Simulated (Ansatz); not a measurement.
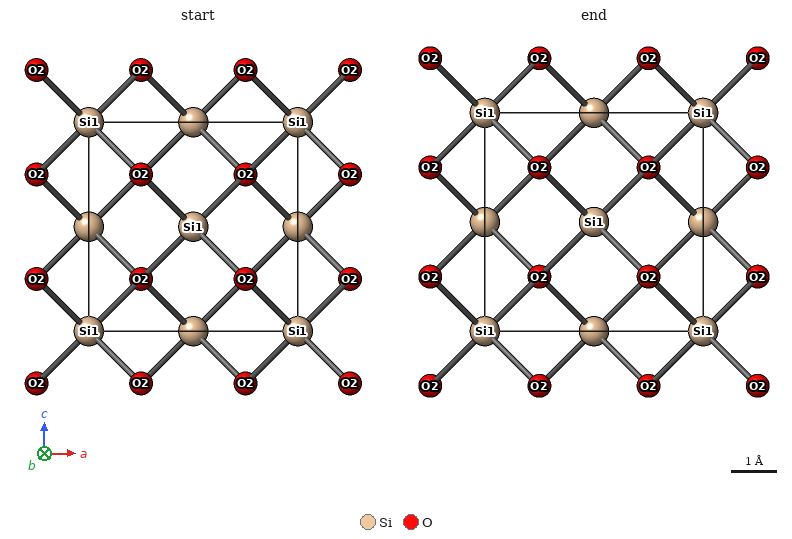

The structure of crystalline SiO (a generated structure, set up in F-43m) (coarse preliminary run) before (left) and after (right) a relaxation, at one scale.

Style: ball-and-stick. Shown: the conventional cell (4 times the calculation's cell), along the b axis. Lengths and directions refer to the drawn axes.

Theory: Ansatz, DFT PBE, scalar-relativistic, plane waves, PAW. (plane-wave cutoff 420 eV; k-point mesh 6 × 6 × 6; occupations gaussian; smearing width 0.1 eV; no spin polarisation; cell and atoms relaxed; force threshold 0.04 eV/Å; at most 70 steps)

Question: Describe what moved and what it gained.

Answer: The atoms keep their places relative to the cell (all moves are under 0.005 Å). The volume changes by +14.1 %, with a = b = c 4.649 → 4.857 Å (+4.5 %). Some distances before and after: Si1–O2 2.013 → 2.103 Å. The space group stays F-43m (No. 216). After 4 accepted moves (6 points after the start) the energy has fallen by 50.9 meV per atom. All forces vanish by symmetry, so only the cell relaxes. Pressure: 10.49 GPa at the start and 0.01 GPa at the end. At 2 points the geometry stayed and the basis and grid were re-selected for the new cell (energy shift of 7.2 meV per atom at most each time). Cost: 7.3 s on 1 thread of Intel(R) Xeon(R) Platinum 8259CL CPU @ 2.50GHz (Skylake/Cascade Lake) (shared host), peak memory 0.34 GiB.
